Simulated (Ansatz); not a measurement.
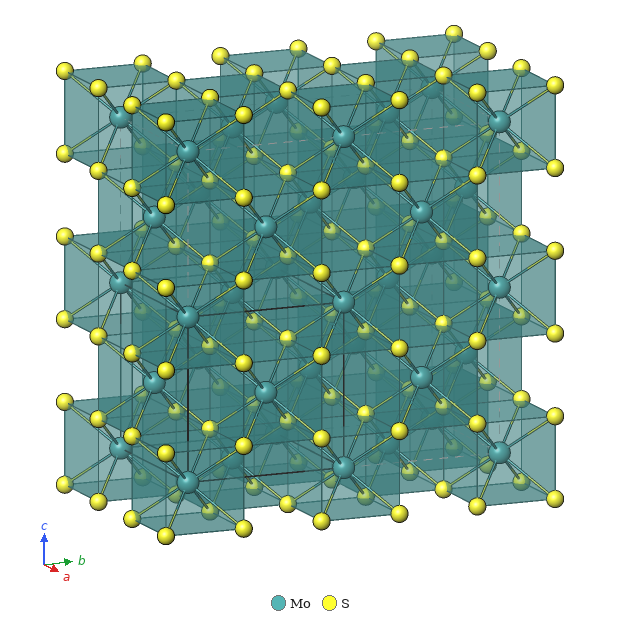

Polyhedra are drawn about Mo (bonds: Mo–S below 2.9 Å); other atoms are plain spheres.

MoS₂ (space group Fm-3m, No. 225): the end point of a relaxation with DFT PBE, scalar-relativistic, plane waves, PAW in Ansatz 0.2.0; the starting structure was generated, so it need not be a known form of this composition.

Q: What figure surrounds each Mo atom, and what does it share with the other drawn polyhedra?

A: Mo: MoS8 cube, sharing edges with twelve neighbours.

Q: What is the connectivity of the polyhedra: isolated, groups, chains, layers or framework?

A: They form a three-dimensional framework of edge-sharing cubes.
